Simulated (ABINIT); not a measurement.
# Effective mass calculation, with input and output: LiF (part 2 of 2)

LiF (2 atoms in the cell); Kohn-Sham DFT of a periodic cell, PBE, PseudoDojo NC SR PBE v0.4.1 standard, no spin polarisation (ABINIT 10.8.3); cutoff 952.4 eV, 8×8×8 k-mesh, fixed occupations. The structure derives from an entry of the Crystallography Open Database.

Geometry of the input (Å; fractional positions):
```
0.0000  2.0140  2.0140
2.0140  0.0000  2.0140
2.0140  2.0140  0.0000
F  0.5000  0.5000  0.5000
Li 0.0000  0.0000  0.0000
```

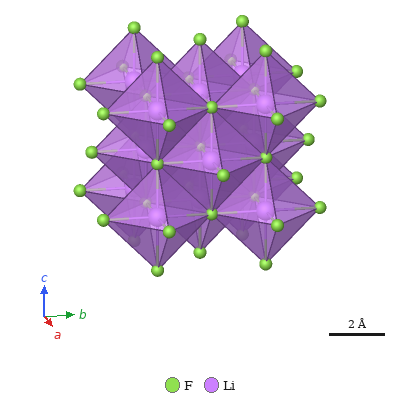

The structure as given in the input (polyhedral view of the cell 4 times as large as that of the calculation, set on its symmetry axes, seen slightly off an axis; polyhedra are completed across the faces of the cell).

**Log, continued**
```
================================================================================
 Non-SCF case, kpt    1 (  0.00000  0.00000  0.00000), residuals and eigenvalues=
  4.87E-21  8.63E-21  1.30E-21  1.97E-21  1.31E-21  6.68E-21  8.79E-21  7.62E-21
  1.00E-21  6.81E-15
 -1.5368E+00 -7.6698E-01 -3.5780E-02 -3.5780E-02 -3.5780E-02  2.9916E-01
  8.4594E-01  8.4594E-01  8.4594E-01  8.6114E-01

--- !ResultsGS
iteration_state: {dtset: 2, }
comment   : Summary of ground state results
lattice_vectors:
- [  0.0000000,   3.8059084,   3.8059084, ]
- [  3.8059084,   0.0000000,   3.8059084, ]
- [  3.8059084,   3.8059084,   0.0000000, ]
lattice_lengths: [   5.38237,    5.38237,    5.38237, ]
lattice_angles: [ 60.000,  60.000,  60.000, ] # degrees, (23, 13, 12)
lattice_volume:   1.1025670E+02
convergence: {deltae:  0.000E+00, res2:  0.000E+00, residm:  8.786E-21, diffor:  0.000E+00, }
etotal    :  -3.19904460E+01
entropy   :   0.00000000E+00
fermie    :  -3.57795251E-02
cartesian_stress_tensor: null
pressure_GPa: null
xred      :
- [  5.0000E-01,   5.0000E-01,   5.0000E-01,  F]
- [  0.0000E+00,   0.0000E+00,   0.0000E+00, Li]
cartesian_forces: null
force_length_stats: {min: null, max: null, mean: null, }
...

 Integrated electronic density in atomic spheres:
 ------------------------------------------------
 Atom  Sphere_radius  Integrated_density
    1        2.00000          7.09521812
    2        2.00000          2.33072121
================================================================================

 ----iterations are completed or convergence reached----

 Mean square residual over all n,k,spin=   51.468E-22; max=  87.860E-22
 reduced coordinates (array xred) for    2 atoms
       0.500000000000      0.500000000000      0.500000000000
       0.000000000000      0.000000000000      0.000000000000

 cartesian coordinates (angstrom) at end:
    1      2.01399999865790     2.01399999865790     2.01399999865790
    2      0.00000000000000     0.00000000000000     0.00000000000000
 length scales=  5.382367297600  5.382367297600  5.382367297600 bohr
              =  2.848226112667  2.848226112667  2.848226112667 angstroms
 Eigenvalues (hartree) for nkpt=   1  k points:
 kpt#   1, nband= 10, wtk=  1.00000, kpt=  0.0000  0.0000  0.0000 (reduced coord)
  -1.53681   -0.76698   -0.03578   -0.03578   -0.03578    0.29916    0.84594    0.84594
   0.84594    0.86114

================================================================================
== DATASET  3 ==================================================================

--- !DatasetInfo
iteration_state: {dtset: 3, }
dimensions: {natom: 2, nkpt: 1, mband: 10, nsppol: 1, nspinor: 1, nspden: 1, mpw: 1067, }
cutoff_energies: {ecut:  35.0, pawecutdg:  -1.0, }
electrons: {nelect:   1.00000000E+01, charge:   0.00000000E+00, occopt:   1.00000000E+00, tsmear:   1.00000000E-02, }
meta: {optdriver: 1, rfelfd: 2, }
...

 mkfilename : getwfk/=0, take file _WFK from output of DATASET   2.

 mkfilename : getden/=0, take file _DEN from output of DATASET   1.

 Exchange-correlation functional for the present dataset will be:
  GGA: Perdew-Burke-Ernzerhof functional - ixc=11
  J.P.Perdew, K.Burke, M.Ernzerhof, PRL 77, 3865 (1996)

 Real(R)+Recip(G) space primitive vectors, cartesian coordinates (Bohr,Bohr^-1):
 R(1)=  0.0000000  3.8059084  3.8059084  G(1)= -0.1313747  0.1313747  0.1313747
 R(2)=  3.8059084  0.0000000  3.8059084  G(2)=  0.1313747 -0.1313747  0.1313747
 R(3)=  3.8059084  3.8059084  0.0000000  G(3)=  0.1313747  0.1313747 -0.1313747
 Unit cell volume ucvol=  1.1025670E+02 bohr^3
 Angles (23,13,12)=  6.00000000E+01  6.00000000E+01  6.00000000E+01 degrees
 setup1 : take into account q-point for computing boxcut.

 getcut: wavevector=  0.0000  0.0000  0.0000  ngfft=  30  30  30
         ecut(hartree)=     35.000   => boxcut(ratio)=   2.09523

--- Pseudopotential description ------------------------------------------------
- pspini: atom type   1  psp file is ./F.upf
   9.00000   7.00000  171031                  znucl, zion, pspdat
12 -101130 2 -1 832                           pspcod,pspxc,lmax,lloc,mmax
     nproj     2     2     1

- pspini: atom type   2  psp file is ./Li.upf
   3.00000   3.00000  171031                  znucl, zion, pspdat
12 -101130 1 -1 1944                          pspcod,pspxc,lmax,lloc,mmax
     nproj     2     2     0

--------------------------------------------------------------------------------

 ==>  initialize data related to q vector <==

 The list of irreducible perturbations for this q vector is:
    1)    idir= 1    ipert=   3
    2)    idir= 2    ipert=   3
    3)    idir= 3    ipert=   3

================================================================================

--------------------------------------------------------------------------------
 Perturbation wavevector (in red.coord.)   0.000000  0.000000  0.000000
 Perturbation : derivative vs k along direction   1
 The set of symmetries contains only one element for this perturbation.
 symkpt : not enough symmetry to change the number of k points.

--------------------------------------------------------------------------------

--------------------------------------------------------------------------------

 Initialisation of the first-order wave-functions :
  ireadwf=   0

--- !BeginCycle
iteration_state: {dtset: 3, }
solver: {iscf: -3, nstep: 200, nline: 4, wfoptalg: 0, }
tolerances: {tolwfr: 1.00E-20, }
...

     iter   2DEtotal(Ha)        deltaE(Ha) residm    vres2
-ETOT  1  -26.511078738617     -2.651E+01 9.591E+00 0.000E+00
 ETOT  2  -26.517174473026     -6.096E-03 4.131E-03 0.000E+00
 ETOT  3  -26.517178116284     -3.643E-06 9.750E-03 0.000E+00
 ETOT  4  -26.517178118036     -1.752E-09 4.644E-06 0.000E+00
 ETOT  5  -26.517178118037     -1.176E-12 6.975E-06 0.000E+00
 ETOT  6  -26.517178118037      7.105E-15 4.465E-09 0.000E+00
 ETOT  7  -26.517178118037      2.487E-14 6.602E-09 0.000E+00
 ETOT  8  -26.517178118037      0.000E+00 3.811E-12 0.000E+00
 ETOT  9  -26.517178118037     -3.553E-15 5.584E-12 0.000E+00
 ETOT 10  -26.517178118037      3.553E-15 4.145E-15 0.000E+00
 ETOT 11  -26.517178118037      0.000E+00 3.992E-15 0.000E+00
 ETOT 12  -26.517178118037     -3.553E-15 2.221E-16 0.000E+00
 ETOT 13  -26.517178118037     -7.105E-15 2.279E-16 0.000E+00
 ETOT 14  -26.517178118037      7.105E-15 1.269E-17 0.000E+00
 ETOT 15  -26.517178118037      0.000E+00 1.319E-17 0.000E+00
 ETOT 16  -26.517178118037      7.105E-15 7.340E-19 0.000E+00
 ETOT 17  -26.517178118037      0.000E+00 7.673E-19 0.000E+00
 ETOT 18  -26.517178118037     -3.553E-15 4.264E-20 0.000E+00
 ETOT 19  -26.517178118037      3.553E-15 4.462E-20 0.000E+00
 ETOT 20  -26.517178118037     -7.105E-15 8.316E-21 0.000E+00

 At SCF step   20   max residual=  8.32E-21 < tolwfr=  1.00E-20 =>converged.
================================================================================

 ----iterations are completed or convergence reached----

 Mean square residual over all n,k,spin=   34.398E-22; max=  83.160E-22
 dfpt_looppert : ek2=    4.0882206659E+01
          f-sum rule ratio=    1.2937705289E+00
 Expectation of eigenvalue derivatives (hartree) for nkpt=   1  k points:
  (in case of degenerate eigenvalues, averaged derivative)
 kpt#   1, nband= 10, wtk=  1.00000, kpt=  0.0000  0.0000  0.0000 (reduced coord)
  -0.00000    0.00000    0.00000    0.00000    0.00000    0.00000    0.00000   -0.00000
  -0.00000    0.00000

 2DEtotal=   -0.2651717812E+02 Ha. Also 2DEtotal=   -0.721569175923E+03 eV
    (  non-var. 2DEtotal :   -2.6517178118E+01 Ha)

--------------------------------------------------------------------------------
 Perturbation wavevector (in red.coord.)   0.000000  0.000000  0.000000
 Perturbation : derivative vs k along direction   2
 The set of symmetries contains only one element for this perturbation.
 symkpt : not enough symmetry to change the number of k points.

--------------------------------------------------------------------------------

--------------------------------------------------------------------------------

 Initialisation of the first-order wave-functions :
  ireadwf=   0

--- !BeginCycle
iteration_state: {dtset: 3, }
solver: {iscf: -3, nstep: 200, nline: 4, wfoptalg: 0, }
tolerances: {tolwfr: 1.00E-20, }
...

     iter   2DEtotal(Ha)        deltaE(Ha) residm    vres2
-ETOT  1  -26.510408577088     -2.651E+01 1.228E+01 0.000E+00
 ETOT  2  -26.517174359703     -6.766E-03 7.794E-03 0.000E+00
 ETOT  3  -26.517178156727     -3.797E-06 5.694E-02 0.000E+00
 ETOT  4  -26.517178158469     -1.742E-09 1.107E-04 0.000E+00
 ETOT  5  -26.517178158470     -1.062E-12 3.060E-04 0.000E+00
 ETOT  6  -26.517178158470     -4.619E-14 1.032E-06 0.000E+00
 ETOT  7  -26.517178158470      4.619E-14 1.952E-06 0.000E+00
 ETOT  8  -26.517178158470      0.000E+00 9.002E-09 0.000E+00
 ETOT  9  -26.517178158470     -3.553E-15 1.563E-08 0.000E+00
 ETOT 10  -26.517178158470      0.000E+00 7.682E-11 0.000E+00
 ETOT 11  -26.517178158470      0.000E+00 1.327E-10 0.000E+00
 ETOT 12  -26.517178158470      3.553E-15 6.614E-13 0.000E+00
 ETOT 13  -26.517178158470     -1.066E-14 1.153E-12 0.000E+00
 ETOT 14  -26.517178158470      1.066E-14 5.782E-15 0.000E+00
 ETOT 15  -26.517178158470      3.553E-15 1.016E-14 0.000E+00
 ETOT 16  -26.517178158470      0.000E+00 5.131E-17 0.000E+00
 ETOT 17  -26.517178158470      0.000E+00 9.044E-17 0.000E+00
 ETOT 18  -26.517178158470      3.553E-15 4.608E-19 0.000E+00
 ETOT 19  -26.517178158470      7.105E-15 8.106E-19 0.000E+00
 ETOT 20  -26.517178158470     -1.776E-14 7.504E-21 0.000E+00

 At SCF step   20   max residual=  7.50E-21 < tolwfr=  1.00E-20 =>converged.
================================================================================

 ----iterations are completed or convergence reached----

 Mean square residual over all n,k,spin=   28.532E-22; max=  75.036E-22
 dfpt_looppert : ek2=    4.0882206659E+01
          f-sum rule ratio=    1.2937705309E+00
 Expectation of eigenvalue derivatives (hartree) for nkpt=   1  k points:
  (in case of degenerate eigenvalues, averaged derivative)
 kpt#   1, nband= 10, wtk=  1.00000, kpt=  0.0000  0.0000  0.0000 (reduced coord)
   0.00000   -0.00000   -0.00000   -0.00000   -0.00000   -0.00000    0.00000   -0.00000
  -0.00000   -0.00000

 2DEtotal=   -0.2651717816E+02 Ha. Also 2DEtotal=   -0.721569177024E+03 eV
    (  non-var. 2DEtotal :   -2.6517178158E+01 Ha)

--------------------------------------------------------------------------------
 Perturbation wavevector (in red.coord.)   0.000000  0.000000  0.000000
 Perturbation : derivative vs k along direction   3
 The set of symmetries contains only one element for this perturbation.
 symkpt : not enough symmetry to change the number of k points.

--------------------------------------------------------------------------------

--------------------------------------------------------------------------------

 Initialisation of the first-order wave-functions :
  ireadwf=   0

--- !BeginCycle
iteration_state: {dtset: 3, }
solver: {iscf: -3, nstep: 200, nline: 4, wfoptalg: 0, }
tolerances: {tolwfr: 1.00E-20, }
...

     iter   2DEtotal(Ha)        deltaE(Ha) residm    vres2
-ETOT  1  -26.510923844228     -2.651E+01 1.206E+01 0.000E+00
 ETOT  2  -26.517174814108     -6.251E-03 9.922E-03 0.000E+00
 ETOT  3  -26.517178132086     -3.318E-06 3.114E-02 0.000E+00
 ETOT  4  -26.517178133464     -1.379E-09 6.965E-05 0.000E+00
 ETOT  5  -26.517178133465     -8.811E-13 1.064E-04 0.000E+00
 ETOT  6  -26.517178133465      3.553E-15 3.027E-07 0.000E+00
 ETOT  7  -26.517178133465      2.487E-14 3.682E-07 0.000E+00
 ETOT  8  -26.517178133465      3.553E-15 1.044E-09 0.000E+00
 ETOT  9  -26.517178133465      0.000E+00 1.250E-09 0.000E+00
 ETOT 10  -26.517178133465     -1.066E-14 3.548E-12 0.000E+00
 ETOT 11  -26.517178133465      7.105E-15 4.265E-12 0.000E+00
 ETOT 12  -26.517178133465      3.553E-15 1.218E-14 0.000E+00
 ETOT 13  -26.517178133465     -7.105E-15 1.471E-14 0.000E+00
 ETOT 14  -26.517178133465      0.000E+00 4.640E-17 0.000E+00
 ETOT 15  -26.517178133465      0.000E+00 5.328E-17 0.000E+00
 ETOT 16  -26.517178133465     -7.105E-15 9.040E-19 0.000E+00
 ETOT 17  -26.517178133465      1.066E-14 7.197E-19 0.000E+00
 ETOT 18  -26.517178133465     -7.105E-15 9.949E-21 0.000E+00

 At SCF step   18   max residual=  9.95E-21 < tolwfr=  1.00E-20 =>converged.
================================================================================

 ----iterations are completed or convergence reached----

 Mean square residual over all n,k,spin=   39.926E-22; max=  99.490E-22
 dfpt_looppert : ek2=    4.0882206659E+01
          f-sum rule ratio=    1.2937705297E+00
 Expectation of eigenvalue derivatives (hartree) for nkpt=   1  k points:
  (in case of degenerate eigenvalues, averaged derivative)
 kpt#   1, nband= 10, wtk=  1.00000, kpt=  0.0000  0.0000  0.0000 (reduced coord)
   0.00000   -0.00000    0.00000   -0.00000   -0.00000    0.00000   -0.00000    0.00000
   0.00000   -0.00000

 2DEtotal=   -0.2651717813E+02 Ha. Also 2DEtotal=   -0.721569176343E+03 eV
    (  non-var. 2DEtotal :   -2.6517178133E+01 Ha)

 CALCULATION OF EFFECTIVE MASSES
 NOTE : Additional infos (eff. mass eigenvalues, eigenvectors and, if degenerate, average mass) are available in stdout.

 COMMENTS:
 - At k-point ( 0.000, 0.000, 0.000), bands     3 through     5
   are DEGENERATE (effective mass tensor is therefore not defined).
   See Section IIIB Eqs. (67)-(70) and Appendix E of PRB 93 205147 (2016).
 - Angular average effective mass for Frohlich model is to be averaged over degenerate bands. See later.
 - Associated theta integrals calculated with ntheta=     40 points.

--- !WARNING
message: |

    Band(s)     5,
    are not band extrema, but saddle points;
    the transport equivalent formalism breaks down in these conditions.
    The associated tensor(s) will therefore not be printed.
...

 K-point ( 0.000, 0.000, 0.000) | band =     3
 Transport equivalent effective mass tensor:
             -1.1763234941             -0.0000002064             -0.0000002024
             -0.0000002064             -1.1763226289             -0.0000002100
             -0.0000002024             -0.0000002100             -1.1763204873
 Transport equivalent effective mass tensor eigenvalues:
             -1.1763235603             -1.1763225940             -1.1763204560
 Angular average effective mass 1/(<1/m>)=  -1.0475144515
 Angular average effective mass for Frohlich model (<m**0.5>)**2=  -1.0555283053
 Effective masses along directions: (cart. coord. / red. coord. -> eff. mass)
    1:   1.000000  0.000000  0.000000 /   0.000000  0.707107  0.707107 ->  -1.4032309274
    2:   0.000000  1.000000  0.000000 /   0.707107  0.000000  0.707107 ->  -1.4032309274
    3:   0.000000  0.000000  1.000000 /   0.707107  0.707107  0.000000 ->  -1.4032309273
    4:   0.707107  0.707107  0.000000 /   0.408248  0.408248  0.816497 ->  -1.0043663684
    5:   0.577350  0.577350  0.577350 /   0.577350  0.577350  0.577350 ->  -0.9174398310

 K-point ( 0.000, 0.000, 0.000) | band =     4
 Transport equivalent effective mass tensor:
            -11.3214500767             -0.0000007356             -0.0000010979
             -0.0000007356            -11.3420080486             -0.0000010781
             -0.0000010979             -0.0000010781            -10.9771635297
 Transport equivalent effective mass tensor eigenvalues:
            -11.3420080486            -11.3214500766            -10.9771635297
 Angular average effective mass 1/(<1/m>)=  -4.3981570905
 Angular average effective mass for Frohlich model (<m**0.5>)**2=  -4.5749760342
 Effective masses along directions: (cart. coord. / red. coord. -> eff. mass)
    1:   1.000000  0.000000  0.000000 /   0.000000  0.707107  0.707107 ->  -3.6628481902
    2:   0.000000  1.000000  0.000000 /   0.707107  0.000000  0.707107 ->  -3.6628480240
    3:   0.000000  0.000000  1.000000 /   0.707107  0.707107  0.000000 ->  -3.6628480872
    4:   0.707107  0.707107  0.000000 /   0.408248  0.408248  0.816497 ->  -3.6628482230
    5:   0.577350  0.577350  0.577350 /   0.577350  0.577350  0.577350 -> -11.8571845957

 K-point ( 0.000, 0.000, 0.000) | band =     5
 Transport equivalent effective mass tensor:
     *** SADDLE POINT: TRANSPORT EQV. EFF. MASS NOT DEFINED (see WARNING above) ***
 Angular average effective mass 1/(<1/m>)= -13.0453743153
 Angular average effective mass for Frohlich model (<m**0.5>)**2= -36.7893894252
 Effective masses along directions: (cart. coord. / red. coord. -> eff. mass)
    1:   1.000000  0.000000  0.000000 /   0.000000  0.707107  0.707107 ->  -3.6628483367
    2:   0.000000  1.000000  0.000000 /   0.707107  0.000000  0.707107 ->  -3.6628483205
    3:   0.000000  0.000000  1.000000 /   0.707107  0.707107  0.000000 ->  -3.6628483001
    4:   0.707107  0.707107  0.000000 /   0.408248  0.408248  0.816497 ->  99.9984324794
    5:   0.577350  0.577350  0.577350 /   0.577350  0.577350  0.577350 -> -11.8571850758

 Angular average effective mass for Frohlich model, averaged over degenerate bands.
 Value of     (<<m**0.5>>)**2 =     9.469435E+00
 Absolute Value of <<m**0.5>> =     3.077245E+00

 K-point ( 0.000, 0.000, 0.000) | band =     6
 Effective mass tensor:
              0.8851692661              0.0000002870              0.0000002870
              0.0000002870              0.8851692661              0.0000002869
              0.0000002870              0.0000002869              0.8851692661
 Effective mass tensor eigenvalues:
              0.8851689791              0.8851689792              0.8851698400
 Angular average effective mass 1/(<1/m>)=   0.8851692661
 Angular average effective mass for Frohlich model (<m**0.5>)**2=   0.8851692661
 Effective masses along directions: (cart. coord. / red. coord. -> eff. mass)
    1:   1.000000  0.000000  0.000000 /   0.000000  0.707107  0.707107 ->   0.8851692661
    2:   0.000000  1.000000  0.000000 /   0.707107  0.000000  0.707107 ->   0.8851692661
    3:   0.000000  0.000000  1.000000 /   0.707107  0.707107  0.000000 ->   0.8851692661
    4:   0.707107  0.707107  0.000000 /   0.408248  0.408248  0.816497 ->   0.8851695531
    5:   0.577350  0.577350  0.577350 /   0.577350  0.577350  0.577350 ->   0.8851698400

 END OF EFFECTIVE MASSES SECTION

================================================================================

 ---- first-order wavefunction calculations are completed ----

 Total localisation tensor (bohr^2) in cartesian coordinates
  WARNING : still subject to testing - especially symmetries.
      direction              matrix element
   alpha     beta       real part   imaginary part
     1        1       0.8849920297    0.0000000000
     1        2       0.4424960144    0.0000000000
     1        3       0.4424960153   -0.0000000000
     2        1       0.4424960144    0.0000000000
     2        2       0.8849920286    0.0000000000
     2        3       0.4424960142   -0.0000000000
     3        1       0.4424960153   -0.0000000000
     3        2       0.4424960142   -0.0000000000
     3        3       0.8849920295   -0.0000000000

 respfn : d/dk was computed, but no 2DTE, so no DDB output.

== END DATASET(S) ==============================================================
================================================================================

 -outvars: echo values of variables after computation  --------
            acell      5.3823672976E+00  5.3823672976E+00  5.3823672976E+00 Bohr
           etotal1    -3.1990445985E+01
           etotal3    -2.6517178133E+01
            fcart1    -0.0000000000E+00 -0.0000000000E+00 -0.0000000000E+00
                      -0.0000000000E+00 -0.0000000000E+00 -0.0000000000E+00
            rprim      0.0000000000E+00  7.0710678120E-01  7.0710678120E-01
                       7.0710678120E-01  0.0000000000E+00  7.0710678120E-01
                       7.0710678120E-01  7.0710678120E-01  0.0000000000E+00
           strten1     2.3763748210E-05  2.3763748210E-05  2.3763748210E-05
                       0.0000000000E+00  0.0000000000E+00  0.0000000000E+00
           xangst      2.0139999987E+00  2.0139999987E+00  2.0139999987E+00
                       0.0000000000E+00  0.0000000000E+00  0.0000000000E+00
             xred      5.0000000000E-01  5.0000000000E-01  5.0000000000E-01
                       0.0000000000E+00  0.0000000000E+00  0.0000000000E+00
 Calculation completed.
```

**Key numbers**

```tsv
quantity	value
outcome	converged
space group (tolerance 0.01 Å)	Fm-3m (225)
electrons treated	10
free energy	−870.5044 eV
Fermi energy of the self-consistent step	−0.974 eV
pressure	−0.70 GPa
largest force (length of the vector)	under 0.001 eV/Å
wall time	7.2 s
peak memory	0.08 GiB
```

Points of doubt noted for this run: cutoff too low for stress.
